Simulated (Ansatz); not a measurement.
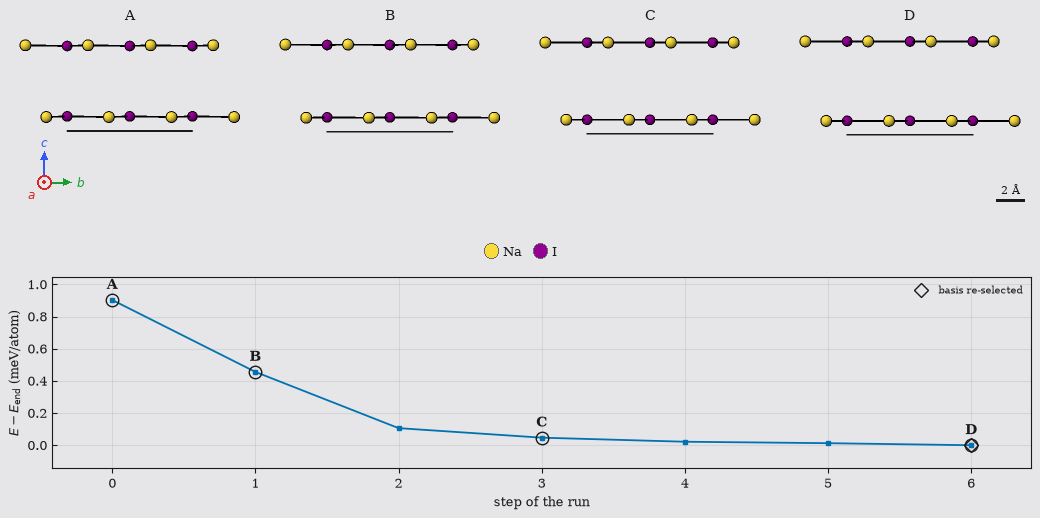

Frames of a relaxation of a free-standing layer of NaI (a generated structure, set up in P-3m1), marked on the history of the run. A ball-and-stick model of the 1 × 2 repeat of the cell, outlined in the plane, without the vacuum, seen along the a axis.

Theory: Ansatz, DFT PBE, scalar-relativistic, plane waves, PAW. (plane-wave cutoff 420 eV; k-point mesh 6 × 6 × 1; occupations gaussian; smearing width 0.02 eV; no spin polarisation; cell and atoms relaxed; force threshold 0.01 eV/Å; at most 80 steps)

### What happens along the run?

The largest moves relative to the cell and the layer's centre, 0.32 Å, are those of I atoms. By element the largest moves are I 0.32 Å, Na 0.28 Å. In the plane the drawn cell goes a 5.193 → 5.209 Å (+0.3 %), b 10.386 → 10.418 Å (+0.3 %). Near-neighbour distances that change, for instance: I–Na 2.999 → 3.007 Å. Over 5 accepted moves (6 points after the start) the energy falls by 0.9 meV per atom. The largest force component goes from 0.02 to 0.00024 eV/Å. The SCF was repeated once at an unchanged geometry on a basis and grid sized afresh for the cell, which shifted the energy by less than 0.05 meV per atom at most. Cost: 44 s on 1 thread of AMD EPYC 9R45 96-Core Processor (Zen 5), with other jobs on the host, peak memory 0.89 GiB. From step 0 to 1: I atoms move most (0.07 Å), energy −0.4 meV per atom. From step 1 to 3: I atoms move most (0.17 Å), energy −0.4 meV per atom. From step 3 to 6: Na atoms move most (0.08 Å), energy 0.0 meV per atom.
